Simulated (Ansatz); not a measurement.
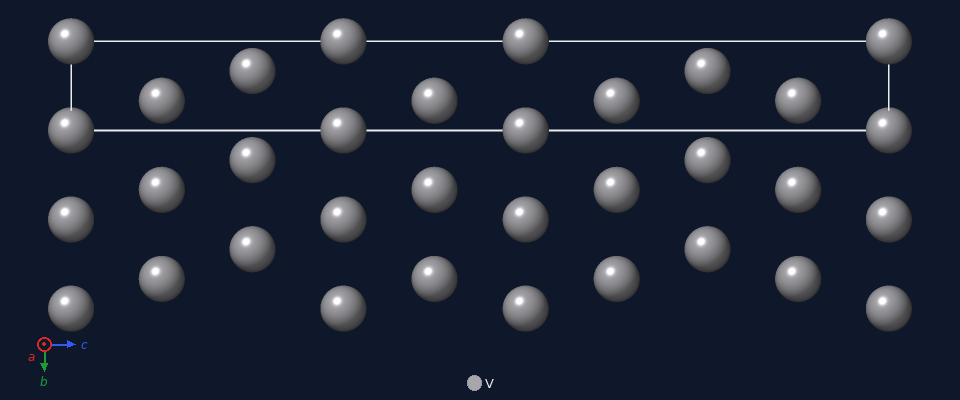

Projection along an edge of the hexagonal mesh, stacking direction c to the right. Every atom sits on one of the three columns of the mesh; call them A, B, C in the order in which they first turn up. The sequence starts with the first layer at or above the cell's origin.

V: the geometry relaxed with DFT PBE, scalar-relativistic, plane waves, PAW (Ansatz); the starting structure was generated, so it need not be a known form of this composition.

Give the sequence of layers in one repeat, with element and column.

Answer. V(A) – V(B) – V(C) – V(A) – V(B) – V(A) – V(B) – V(C) – V(B) (nine layers in 20.87 Å).

Taking all atoms as equal spheres, what packing is it?

Answer. As equal spheres, ABCABABCB: a mixed close packing, (ccchchchh) in Jagodzinski's notation.

What short polytype symbol fits?

Answer. Polytype symbol 9H, Ramsdell's symbol (number of layers in the repeat and lattice).

Heights of the layers:

| layer | atoms (column) | height (Å) | to next (Å) |
| --- | --- | --- | --- |
| 1 | V(A) | 0.00 | 2.31 |
| 2 | V(B) | 2.31 | 2.31 |
| 3 | V(C) | 4.63 | 2.32 |
| 4 | V(A) | 6.95 | 2.32 |
| 5 | V(B) | 9.27 | 2.33 |
| 6 | V(A) | 11.60 | 2.32 |
| 7 | V(B) | 13.93 | 2.32 |
| 8 | V(C) | 16.24 | 2.31 |
| 9 | V(B) | 18.56 | 2.32 |
